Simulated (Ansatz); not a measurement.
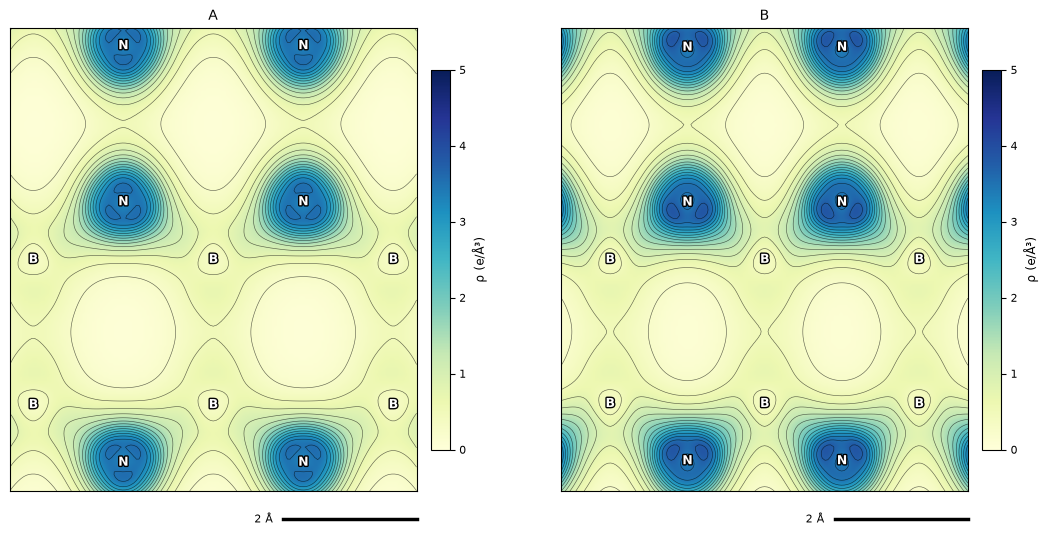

BN. The valence pseudo-density of two cells that differ in size and shape, on the (110) plane of each (indices in the axes of the calculation cell), at one length scale and on one colour scale: A has 6.6 Å³ an atom and B 5.6.

Space group P4₂/mnm; a point of a scan over the structure, not its minimum; a structure from a database of computed crystals, not necessarily the ambient phase; PAW files of the earlier set (soft_1).

Method: Ansatz, DFT PBE, scalar-relativistic, plane waves, PAW.

In a PAW calculation such maps are meaningful between the atoms, not at the nuclei.

Q: What changes from the larger cell to the smaller?

A: From the larger cell to the smaller, B–N goes from 1.60 to 1.44 Å, and the density at its midpoint from 1.3 to 1.8 e/Å³; the pressure goes from −19 to 54 GPa; the Kohn–Sham gap goes from 4.8 eV to 4.5 eV.
